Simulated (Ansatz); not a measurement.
Read the following structure.

```xyz
4
Lattice="2.5122 0.0000 0.0000 -1.2561 2.1756 0.0000 0.0000 0.0000 8.3432" Properties=species:S:1:pos:R:3 pbc="T T T"
B     0.0000    1.4504    2.0858
B     1.2561    0.7252    6.2574
N     0.0000    1.4504    6.2574
N     1.2561    0.7252    2.0858
```

Interpret the file: composition, symmetry and coordination.

Answer. The solid is BN. The space group is P6_3/mmc (No. 194); the lattice is primitive hexagonal. With Z = 2, the cell contains 2 B, 2 N. The polyhedra are BN3 triangles; they share corners. Each B has three N in a trigonal planar arrangement at 1.45 Å. Each N has three B in a trigonal planar arrangement at 1.45 Å. The bonds build BN layers parallel to (001).

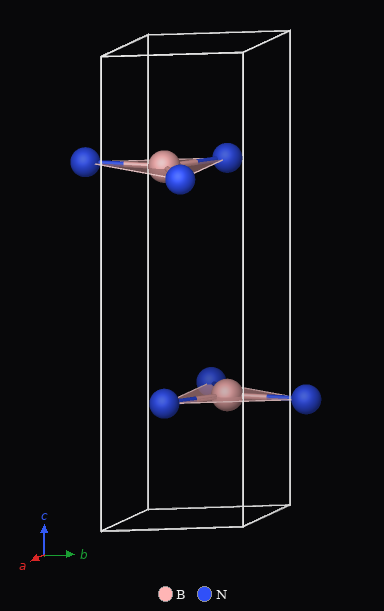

Shown here is a polyhedral view of the crystal, taken slightly off an axis. Thin lines show the conventional unit cell, with boundary atoms drawn in all their periodic places. Some neighbours outside the box are added. Colours: boron pink, nitrogen blue.

The model was built from a structure listed in the Materials Project. Earlier steps of the study, as a rule a relaxation of our own, may have changed the cell and positions, so they can lie some per cent off the listed ones. It was run through Ansatz as a DFT input.
